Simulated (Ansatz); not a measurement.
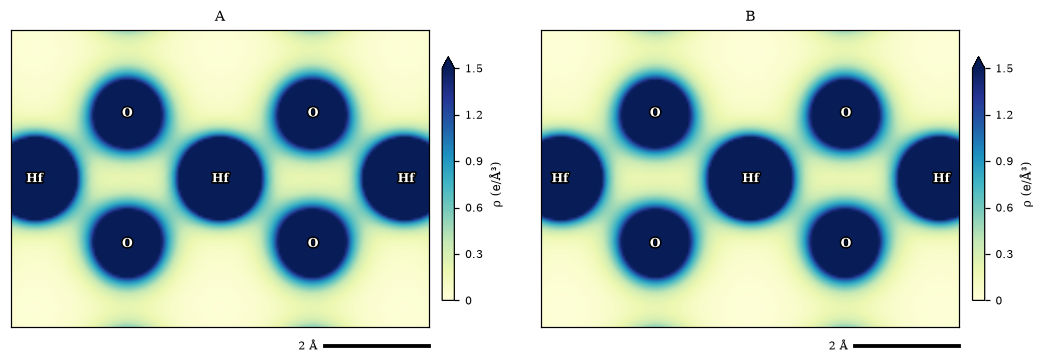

HfO₂. The valence electron density of two cells that differ in size and shape, on the (011̄) plane of each (indices in the axes of the calculation cell), at one length scale and on one colour scale; one has 10.7 and the other 11.3 Å³ an atom.

Level of theory: DFT PBE, scalar-relativistic, plane waves, PAW in Ansatz.

The density is the valence pseudo-density of a PAW calculation; it isn't the true density close to the nuclei.

Q: Which panel shows the smaller cell, and what does the compression change?

A: Panel A is the smaller cell, by 5 % in volume. From the larger cell to the smaller, Hf–O goes from 2.23 to 2.19 Å, and the density at its midpoint from 0.51 to 0.56 e/Å³; the pressure goes from −6 to 7 GPa; the Kohn–Sham gap goes from 3.2 eV to 3.8 eV.

PAW datasets: the set soft_1.
